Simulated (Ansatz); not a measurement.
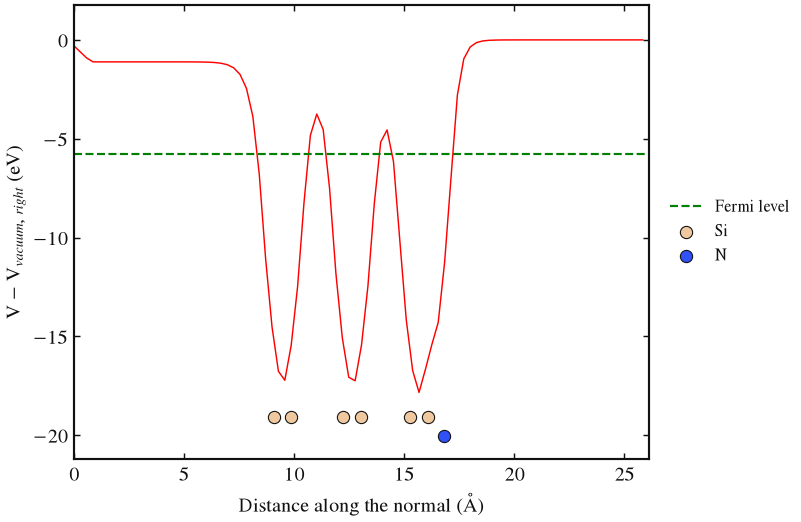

Write a caption with the findings.

Plane-averaged electrostatic potential energy of an electron across the slab; circles at the bottom mark the heights of the atoms (positions after relaxation). System: a (001) slab cut from Si (P6_3/mmc), of composition Si₆N (not the bulk's), ended by Si planes, 7 atoms in the cell. Method: DFT PBEsol, scalar-relativistic, plane waves, PAW, spin-polarised, 9×9×1 k mesh, 420 eV cutoff (Ansatz 0.2.0).

The work function is 5.80 eV at the right face and 4.69 eV at the left. The vacuum level is 1.11 eV higher at the right than at the left, so the slab carries a dipole along its normal; the ramp in the vacuum, at or near the edge of the plot, is the dipole correction that keeps each side flat. Some atoms were held fixed in the relaxation, which can itself make the faces differ. The outermost atoms are 7.7 Å apart, which leaves 18.4 Å of vacuum in a cell 26.1 Å high.
